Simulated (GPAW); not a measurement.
**Dielectric function and optical constants of LiH**

Aim: the dielectric function of LiH, and the optical constants that follow from it. The cell comes from an older database entry, whose edges can differ from later determinations, mostly by under a per cent.

Program: GPAW 26.7.0. Level of theory: DFT, PBE, plane-wave PAW (GPAW data sets), scalar-relativistic, RPA, optical limit. Results are calculated unless marked as measured.

The database entry behind the starting cell differs from later determinations by our own check (the deuteride, about 0.2 % short), so it need not match the best structure at ambient conditions.

### Step 1. The structure

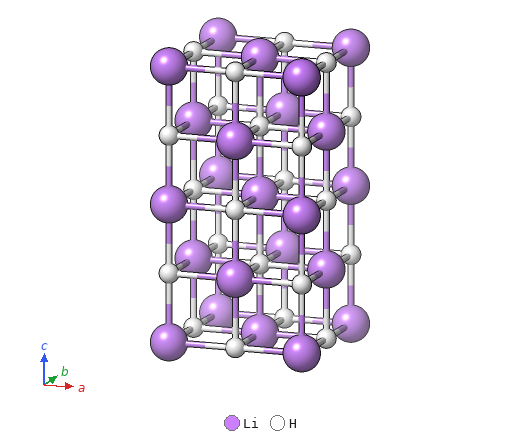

Start, viewed slightly off an axis; lithium purple, hydrogen white. 1×1×2 cells are drawn. This picture shows the conventional cell, with its axes. Some periodic images of atoms are drawn too.

Coordinates:

```xyz
2
Lattice="0.0000 2.0368 2.0368 2.0368 0.0000 2.0368 2.0368 2.0368 0.0000" Properties=species:S:1:pos:R:3 pbc="T T T"
Li    0.0000    0.0000    0.0000
H     2.0368    2.0368    2.0368
```

### Step 2. Dielectric function, RPA

Transitions between filled and empty bands, summed over the zone, give the optical response, so mesh, band count and broadening shape it.

The induced potential is part of this response.

The input, df.py:

```python
from gpaw.response.df import DielectricFunction

df = DielectricFunction('full.gpw', frequencies={'type': 'nonlinear', 'domega0': 0.03, 'omega2': 8},
                        ecut=50,
                        eta=0.15,
                        nbands=12,
                        txt='df.txt')
for direction in ['x']:
    df.get_dielectric_function(xc='RPA', direction=direction, filename=f'df_{direction}.csv')
```

The run is started by

```sh
OMP_NUM_THREADS=1 python df.py
```

Numbers of over 12 decimals in the logs are rounded to 6 here.

What it wrote:

```text
Using integrator: PointIntegrator
NonLinearFrequencyDescriptor(from 0.000 to 46.898 eV, 457 points)
Nonperiodic BCs:  [False False False]
Using integrator: PointIntegrator
NonLinearFrequencyDescriptor(from 0.000 to 46.898 eV, 457 points)
Nonperiodic BCs:  [False False False]

Calculating chi0 body with:
    Ground state adapter containing:
    Number of spins: 1
    Number of kpoints: 3375
    Number of irreducible kpoints: 120
    Number of completely occupied states: 1
    Number of partially occupied states: 1

    Linear response parametrization:
    q_c: [0.0, 0.0, 0.0]
    Number of frequency points: 457
    Planewave cutoff: 50.0
    Number of bands: 12
    Number of planewaves: 15
    Broadening (eta): 0.15

Integrating chi0 body.

Symmetries of q_c:
    Direct symmetries (Uq -> q): 48
    Indirect symmetries (TUq -> q): 0
In total 48 allowed symmetries.

120 groups of equivalent kpoints. 96.444444% reduction.

Integral kind: spectral function

Calculating chi0 optical extensions with:
    Ground state adapter containing:
    Number of spins: 1
    Number of kpoints: 3375
    Number of irreducible kpoints: 120
    Number of completely occupied states: 1
    Number of partially occupied states: 1

    Linear response parametrization:
    Number of frequency points: 457
    Planewave cutoff: 50.0
    Number of bands: 12
    Number of planewaves: 15
    Broadening (eta): 0.15
Integrating chi0 head and wings.

Symmetries of q_c:
    Direct symmetries (Uq -> q): 48
    Indirect symmetries (TUq -> q): 0
In total 48 allowed symmetries.

120 groups of equivalent kpoints. 96.444444% reduction.

Integral kind: spectral function wings
```

Elapsed: 4.2 s, on 1 thread of Arm Neoverse N1, shared host; peak memory 0.14 GiB.

Numbers from this step:

| Quantity | Value |
| --- | --- |
| electronic dielectric constant ε∞, mean over x, y and z (by symmetry where fewer were run) | 3.876 |
| main peak of Im epsilon, first axis | 7.196 eV |

The Im ε, E ∥ x has structure finer than the step of the table below, so its rows give means over 1 eV, whole bins alone (the curve runs from 0 to 14.0 eV). Peaks (eV: height): 4.3: 3.78, 5.2: 4.27, 7.2: 5.62, 8.1: 4.46.

Values under the direct gap are tails of Lorentzian lines. The Im ε, E ∥ x by photon energy; means over each step:

| photon energy (eV) | Im ε, E ∥ x |
| --- | --- |
| 1 | 0.0365 |
| 2 | 0.122 |
| 3 | 1.25 |
| 4 | 3.31 |
| 5 | 3.26 |
| 6 | 3.72 |
| 7 | 4.74 |
| 8 | 3.71 |
| 9 | 2.13 |
| 10 | 1.39 |
| 11 | 1.06 |
| 12 | 0.981 |
| 13 | 0.809 |

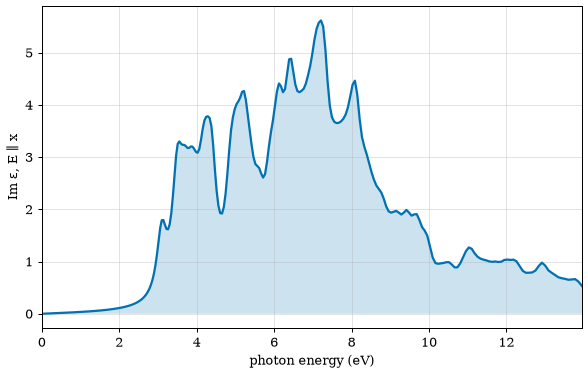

Im ε, E ∥ x, plotted against photon energy.

The Re ε, E ∥ x by photon energy:

| photon energy (eV) | Re ε, E ∥ x |
| --- | --- |
| 0 | 3.88 |
| 1 | 3.99 |
| 2 | 4.42 |
| 3 | 6.00 |
| 4 | 4.30 |
| 5 | 4.03 |
| 6 | 3.77 |
| 7 | 2.04 |
| 8 | 0.102 |
| 9 | -0.655 |
| 10 | -0.872 |
| 11 | 0.0851 |
| 12 | 0.0276 |
| 13 | -0.0722 |

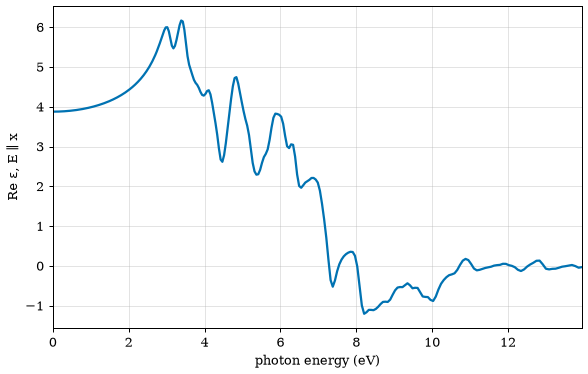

Re ε, E ∥ x against photon energy.

The reflectivity at normal incidence, E ∥ x has structure finer than the step of the table below, so its rows give means over 1 eV, whole bins alone (the curve runs from 0 to 14.0 eV). Peaks (eV: height): 3.5: 20.8, 5.2: 21.1, 7.3: 32.9, 8.2: 35.7, 10.1: 37.7, 11.2: 19.8, 12.3: 20.9.

Reflectivity at normal incidence, E ∥ x against photon energy; means over each step:

| photon energy (eV) | reflectivity at normal incidence, E ∥ x (%) |
| --- | --- |
| 1 | 11.1 |
| 2 | 12.8 |
| 3 | 17.5 |
| 4 | 18.6 |
| 5 | 17.8 |
| 6 | 19.0 |
| 7 | 26.1 |
| 8 | 29.8 |
| 9 | 29.8 |
| 10 | 30.6 |
| 11 | 18.1 |
| 12 | 17.7 |
| 13 | 17.6 |

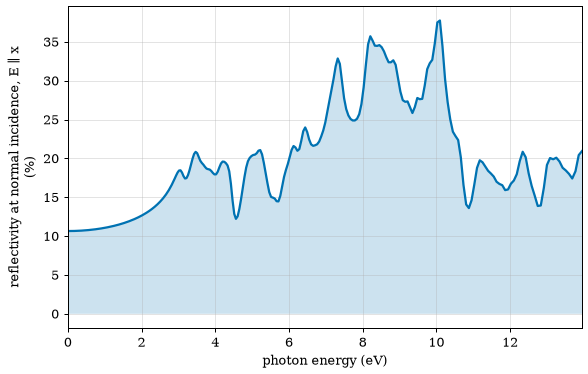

Reflectivity at normal incidence, E ∥ x, plotted against photon energy.

The loss function −Im 1/ε at q → 0, E ∥ x has structure finer than the step of the table below, so its rows give means over 0.5 eV, whole bins alone (the curve runs from 0 to 14.0 eV). Peaks (eV: height): 10.74: 1.12, 12.50: 1.27.

Values under the direct gap are tails of Lorentzian lines. Loss function −Im 1/ε at q → 0, E ∥ x against energy loss; means over each step:

| energy loss (eV) | loss function −Im 1/ε at q → 0, E ∥ x |
| --- | --- |
| 0.5 | 0.00106 |
| 1.0 | 0.00223 |
| 1.5 | 0.00365 |
| 2.0 | 0.00571 |
| 2.5 | 0.0101 |
| 3.0 | 0.0348 |
| 3.5 | 0.0731 |
| 4.0 | 0.111 |
| 4.5 | 0.144 |
| 5.0 | 0.123 |
| 5.5 | 0.183 |
| 6.0 | 0.139 |
| 6.5 | 0.175 |
| 7.0 | 0.175 |
| 7.5 | 0.246 |
| 8.0 | 0.243 |
| 8.5 | 0.317 |
| 9.0 | 0.443 |
| 9.5 | 0.481 |
| 10.0 | 0.589 |
| 10.5 | 0.993 |
| 11.0 | 0.878 |
| 11.5 | 0.974 |
| 12.0 | 0.979 |
| 12.5 | 1.19 |
| 13.0 | 1.15 |
| 13.5 | 1.47 |

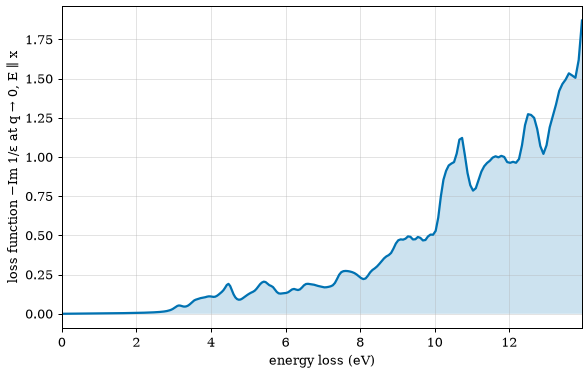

Loss function −Im 1/ε at q → 0, E ∥ x against energy loss.

Table of refractive index n and extinction k by photon energy:

| photon energy (eV) | n | k |
| --- | --- | --- |
| 0 | 1.97 | 0 |
| 1 | 2.00 | 0.00882 |
| 2 | 2.10 | 0.0262 |
| 3 | 2.46 | 0.263 |
| 4 | 2.19 | 0.706 |
| 5 | 2.20 | 0.899 |
| 6 | 2.14 | 0.903 |
| 7 | 1.93 | 1.30 |
| 8 | 1.48 | 1.45 |
| 9 | 0.836 | 1.16 |
| 10 | 0.610 | 1.12 |
| 11 | 0.816 | 0.762 |
| 12 | 0.729 | 0.710 |
| 13 | 0.654 | 0.707 |

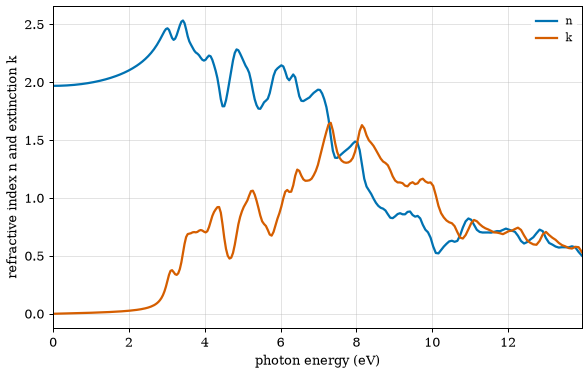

Refractive index n and extinction k against photon energy.

From ε follow the optical constants at some laser and lamp lines:

| wavelength (nm) | n | k | R (%) | 1/α |
| --- | --- | --- | --- | --- |
| 1550 | 1.99 | 0.007 | 10.9 | 18 µm |
| 1064 | 2.01 | 0.011 | 11.2 | 7.9 µm |
| 633 | 2.10 | 0.025 | 12.5 | 2.0 µm |
| 532 | 2.17 | 0.040 | 13.7 | 1.1 µm |
| 450 | 2.33 | 0.096 | 16.0 | 374 nm |
| 405 | 2.45 | 0.339 | 18.4 | 95 nm |
| 308 | 2.20 | 0.703 | 18.0 | 35 nm |

Below the direct gap, k and the depth come from the tails of the Lorentzian lines, not from transitions.

Rows near the edge hang on the gap, which this functional as a rule makes too small, and phonon-assisted absorption is left out.

### Step 3. Summary of results

- electronic dielectric constant ε∞, mean over x, y and z (by symmetry where fewer were run) (RPA): 3.88
- main peak of Im epsilon, first axis: 7.20 eV

What this shows: At this level (PBE, RPA) LiH has ε∞ = 3.88 and n = 1.99 at 1550 nm, and Im ε peaks at 7.2 eV. Local fields change the static value along x from 4.27 to 3.88 (-9 %). Distinct maxima of Im ε, read by a parabola through the highest points, lie at 5.20 eV (4.3), 6.42 eV (4.9), 7.20 eV (5.6) and 8.07 eV (4.5). Excitons and phonon-assisted transitions are missing; PBE gaps are as a rule too small, which pulls the onset down and ε∞ up. The sum runs over mesh points, so small or evenly spaced maxima can still be ripples of the mesh.

[Machine, clock and banner lines and Python warnings are left out of the logs.]

[Logs are printed without paths, hosts, clocks, repeated set-up lines and the standing remarks that a program may print on its own settings, such as how far it seeks lower states.]

[Hosts, paths, dates, database ids (printed as entryN), source tags and the programs' standing remarks are cut or masked in the printed files.]
